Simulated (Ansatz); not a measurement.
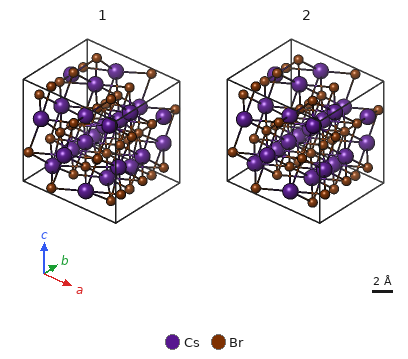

Two geometries of a defect cell of composition Cs11Br12 (cell charge −1) (started half-way along a vacancy jump, in the symmetry of that start), drawn at one scale. One is the start of a relaxation, the other its converged end. The picture is a ball-and-stick view of the conventional cell (2 times the calculation's cell) (origin shifted), seen slightly off an axis. Lengths and directions refer to the drawn axes.

Theory: DFT PBE, scalar-relativistic, plane waves, PAW (Ansatz 0.2.0). Set-up: plane-wave cutoff 420 eV; k-point mesh 2 × 2 × 2; occupations gaussian; smearing width 0.05 eV; no spin polarisation; atoms relaxed in a fixed cell; force threshold 0.02 eV/Å; at most 60 steps.

Which one is relaxed?

Answer. Structure 1 is the relaxed one. The largest moves, 0.32 Å, are those of Br atoms. By element the largest moves are Br 0.32 Å, Cs 0.30 Å. The cell doesn't change. Near-neighbour distances that change, for instance: Br–Cs 3.104 → 3.427 Å, Br–Cs 3.104 → 3.400 Å, Br–Cs 3.801 → 4.015 Å, Br–Cs 3.801 → 3.620 Å. Bond angles that change, for instance: Cs–Br–Cs 109.5° → 107.2°, Cs–Br–Cs 70.5° → 72.7°. After 4 geometry steps the energy has fallen by 0.780 eV per cell of the calculation. Largest force component: 0.79 eV/Å at the start, 0.0031 eV/Å at the end. Cost: 65 s on 4 threads of Arm Neoverse V2, on a shared host, peak memory 2.8 GiB.

Limits of the set-up: the cell is charged, on a uniform background, and energies carry no finite-size correction.
